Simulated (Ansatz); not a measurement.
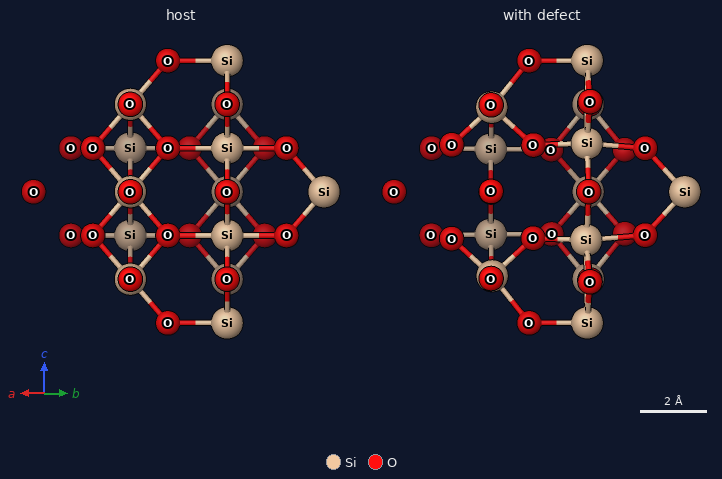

Left: perfect SiO2. Right: the same region with a pair of point defects, after relaxing the atoms in a supercell of 72 sites. Style: ball-and-stick. Shown: the atoms within 4.6 Å of one point, in a slice 5.0 Å thick across the line of sight, along [110].

These are results of DFT, PBEsol, PAW, plane waves in Ansatz, not measurements. Set-up: plane-wave cutoff 420 eV; k-point mesh 1 × 1 × 1; mesh shifted by (0.25, 0.25, 0.25); collinear spin. Fermi-Dirac smearing of 0.01 eV. The axes drawn are those of the host's conventional cell.

Q: Which defect is it?

A: A silicon atom is taken out (a vacancy) and an oxygen atom is taken out (a vacancy), the two sites 3.2 Å apart.

The charge state of the cell is 0.

Q: What does the relaxation do around it?

A: Around the empty Si site the host had 6 O at 1.76 to 1.82 Å; after relaxation the nearest atoms are 6 O at 1.88 to 1.93 Å. Around the empty O site the host had 3 Si at 1.76 to 1.82 Å; after relaxation the nearest atoms are 3 Si at 1.98 to 2.08 Å, 1 O at 2.16 Å. Of the host's atoms, a silicon atom moves furthest from its site, by 0.26 Å. The cell ends without a net magnetic moment.

Limits of the set-up: the periodic images lie only 8.0 Å apart, so the values are limited by the cell's size.
